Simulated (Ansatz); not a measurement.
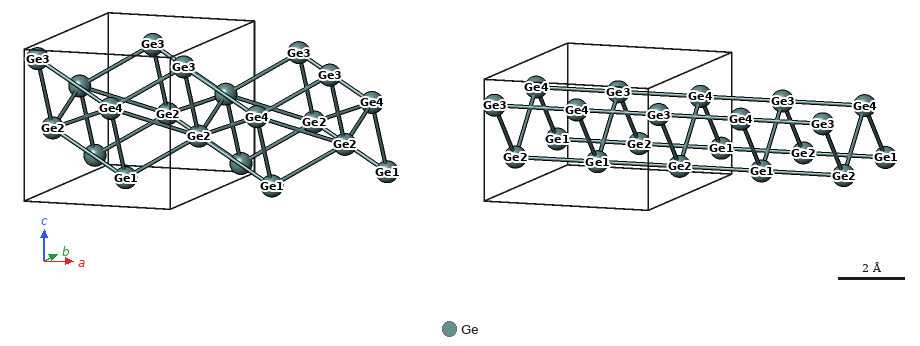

Two geometries of crystalline Ge (built on the alpha-gallium_64 type), drawn at one scale. One is the start of a relaxation, the other its converged end. Style: ball-and-stick. Shown: the conventional cell (2 times the calculation's cell), repeated 2 × 1 × 1 with one cell outlined, slightly off an axis. Lengths and directions refer to the drawn axes.

Theory: DFT PBEsol, scalar-relativistic, plane waves, PAW in Ansatz 0.2.0. Settings: plane-wave cutoff 420 eV; k-point mesh 12 × 12 × 10; occupations gaussian; smearing width 0.1 eV; no spin polarisation; cell and atoms relaxed; force threshold 0.01 eV/Å; at most 80 steps.

**Which geometry has the lower energy?**

The right one is the relaxed one. Case: alpha-gallium type (Cmce, No. 64). The energy falls by 112 meV per atom in 14 accepted moves (17 points after the start). The largest force component goes from 0.073 to under 0.0001 eV/Å. The pressure goes from −0.22 to 0.00 GPa. The line search rejected the trial step at point 10 of the run. The SCF was repeated twice at an unchanged geometry on a basis and grid sized afresh for the cell, which shifted the energy by 0.8 meV per atom at most. The largest moves relative to the cell, 0.63 Å, are those of Ge1, Ge2, Ge3 and Ge4. Ge1 goes roughly along [0 1 3]. The volume changes by −10.7 %, with a 4.751 → 5.340 Å (+12.4 %), b 7.613 → 7.534 Å (−1.0 %), c 4.699 → 3.771 Å (−19.7 %). Among the contacts that change: Ge1–Ge3 4.485 → 2.665 Å, Ge1–Ge3 (another image) 2.896 → 3.772 Å, Ge1–Ge2 2.765 → 2.670 Å, Ge1–Ge3 (another image) 2.612 → 2.665 Å. New bonds form: Ge1–Ge3 (4.49 → 2.67 Å), Ge2–Ge4 (4.49 → 2.67 Å). Bond angles that change, for instance: Ge2–Ge1–Ge2 118.5° → 180.0°, Ge3–Ge1–Ge4 141.2° → 180.0°, Ge4–Ge1–Ge4 119.6° → 90.1°. The space group (tolerance 0.01 Å) goes from Cmce (No. 64) to Pm-3m (No. 221).
